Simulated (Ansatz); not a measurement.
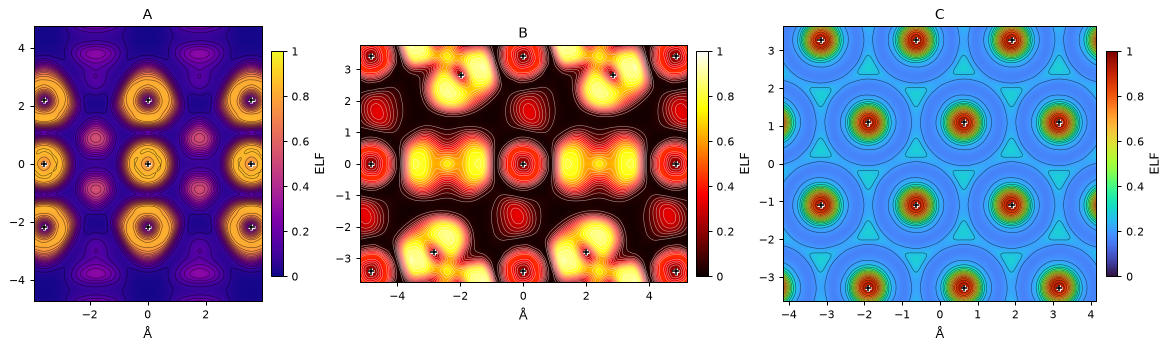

The electron localisation function of 3 systems, each on a plane through atoms (crosses mark nuclei in the plane).

Computed with DFT r2SCAN, scalar-relativistic, plane waves, PAW (Ansatz 0.2.0).

System 1: Cu, the (001) plane of the conventional cell. Space group P6₃/mmc; a structure from a database of computed crystals, not necessarily the ambient phase; computed without spin polarisation.

```yaml
crystal:
  lattice:
    - [2.52934, 0.00000, 0.00000]
    - [-1.26467, 2.19047, 0.00000]
    - [0.00000, 0.00000, 8.26394]
  atoms:
    - { symbol: Cu, position: [0.00000, 0.00000, 0.00000] }
    - { symbol: Cu, position: [0.33333, 0.66667, 0.25000] }
    - { symbol: Cu, position: [0.00000, 0.00000, 0.50000] }
    - { symbol: Cu, position: [0.66667, 0.33333, 0.75000] }
```

System 2: MgO2, the (011) plane of the conventional cell. Space group Pa-3; a structure from a database of computed crystals, not necessarily the ambient phase.

```
Mg O
1.0
     4.83417    0.00000    0.00000
     0.00000    4.83417    0.00000
     0.00000    0.00000    4.83417
Mg O
4 8
Cartesian
  0.0000 2.4171 2.4171
  2.4171 2.4171 0.0000
  2.4171 0.0000 2.4171
  0.0000 0.0000 0.0000
  1.9877 0.4294 4.4048
  0.4294 4.4048 1.9877
  4.4048 1.9877 0.4294
  2.8465 2.8465 2.8465
  1.9877 1.9877 1.9877
  0.4294 2.8465 4.4048
  4.4048 0.4294 2.8465
  2.8465 4.4048 0.4294
```

System 3: HfO2, the (100) plane of the calculation cell. Space group Fm-3m.

Which map belongs to which system?

Panel A is system 3, HfO2: the plane holds Hf and O. Hf–O (2.19 Å): the ELF peaks at about 0.85 in the valence shell of O, 0.6 Å from its nucleus, and drops to about 0.15 between the two atoms; no shared electron pair shows on this line. Panel B is system 2, MgO2: the plane holds Mg and O. Mg–O (2.08 Å): the ELF peaks at about 0.90 in the valence shell of O, 0.8 Å from its nucleus, and is about 0.40 at the midpoint: an ionic contact with no shared pair. Panel C is system 1, Cu: the plane holds Cu. Cu–Cu (2.53 Å): the ELF is about 0.20 at the midpoint; no localised pair shows between them.
